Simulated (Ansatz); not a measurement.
```yaml
crystal:
  lattice:
    - [4.04926, -4.04926, 5.72603]
    - [0.00000, 8.09853, 0.00000]
    - [-8.09853, 0.00000, 5.72603]
  atoms:
    - { symbol: Al, position: [0.00000, 0.00000, 0.22984] }
    - { symbol: Al, position: [0.66667, 0.33333, 0.56317] }
    - { symbol: Al, position: [0.33333, 0.66667, 0.89650] }
    - { symbol: Al, position: [0.50000, 0.00000, 0.25000] }
    - { symbol: Al, position: [0.16667, 0.33333, 0.58333] }
    - { symbol: Al, position: [0.83333, 0.66667, 0.91667] }
    - { symbol: Al, position: [0.00000, 0.50000, 0.25000] }
    - { symbol: Al, position: [0.66667, 0.83333, 0.58333] }
    - { symbol: Al, position: [0.33333, 0.16667, 0.91667] }
    - { symbol: Al, position: [0.50000, 0.50000, 0.25000] }
    - { symbol: Al, position: [0.16667, 0.83333, 0.58333] }
    - { symbol: Al, position: [0.83333, 0.16667, 0.91667] }
    - { symbol: Al, position: [0.16667, 0.83333, 0.08333] }
    - { symbol: Al, position: [0.83333, 0.16667, 0.41667] }
    - { symbol: Al, position: [0.50000, 0.50000, 0.75000] }
    - { symbol: Al, position: [0.66667, 0.83333, 0.08333] }
    - { symbol: Al, position: [0.33333, 0.16667, 0.41667] }
    - { symbol: Al, position: [0.00000, 0.50000, 0.75000] }
    - { symbol: Al, position: [0.16667, 0.33333, 0.08333] }
    - { symbol: Al, position: [0.83333, 0.66667, 0.41667] }
    - { symbol: Al, position: [0.50000, 0.00000, 0.75000] }
    - { symbol: Al, position: [0.66667, 0.33333, 0.08333] }
    - { symbol: Al, position: [0.33333, 0.66667, 0.41667] }
    - { symbol: Al, position: [0.00000, 0.00000, 0.75000] }
    - { symbol: Cu, position: [0.00000, 0.00000, 0.00000] }
    - { symbol: Cu, position: [0.66667, 0.33333, 0.33333] }
    - { symbol: Cu, position: [0.33333, 0.66667, 0.66667] }
    - { symbol: Cu, position: [0.50000, 0.00000, 0.00000] }
    - { symbol: Cu, position: [0.16667, 0.33333, 0.33333] }
    - { symbol: Cu, position: [0.83333, 0.66667, 0.66667] }
    - { symbol: Cu, position: [0.00000, 0.50000, 0.00000] }
    - { symbol: Cu, position: [0.66667, 0.83333, 0.33333] }
    - { symbol: Cu, position: [0.33333, 0.16667, 0.66667] }
    - { symbol: Cu, position: [0.50000, 0.50000, 0.00000] }
    - { symbol: Cu, position: [0.16667, 0.83333, 0.33333] }
    - { symbol: Cu, position: [0.83333, 0.16667, 0.66667] }
```

Space group R3m; a structure from a database of computed crystals, not necessarily the ambient phase; changed on purpose from its base cell (atom 1 (Al) moved +0.200 A towards its neighbour atom 9 (Cu) at 2.480 A); not relaxed (largest force 1.7 eV/Å); computed without spin polarisation.

The calculation used DFT PBEsol, scalar-relativistic, plane waves, PAW in Ansatz 0.2.0.

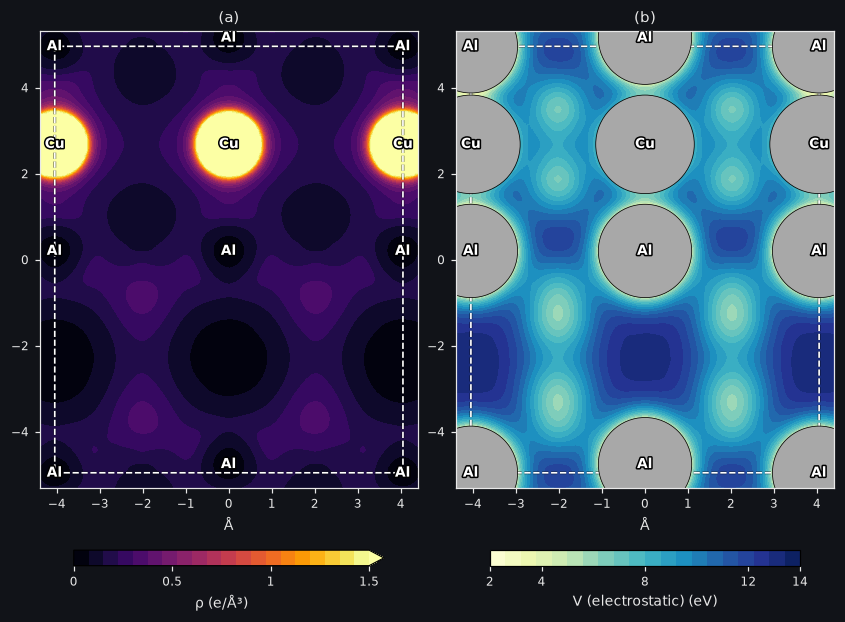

Al2Cu. (a) valence pseudo-density; (b) electrostatic potential (local pseudopotential plus Hartree) felt by an electron on the (010) plane of the conventional cell. Grey discs cover the atomic cores in the potential map.

The density is the valence pseudo-density of a PAW calculation; it isn't the true density close to the nuclei.

Describe what can be read from this map.

The plane passes through Al and Cu nuclei. Al–Cu (2.28 Å): ρ at the midpoint is about 0.43 e/Å³. Al–Cu (2.48 Å): ρ is about 0.32 e/Å³ halfway. Between the atoms the lowest density in this plane is 0.008 e/Å³. Outside the cores the potential energy rises away from the atoms and is highest about 2.4 Å from the nearest atoms; its zero is arbitrary.

Metal or insulator at this level of theory?

It is metallic or semimetallic at this level of theory: no gap opens.
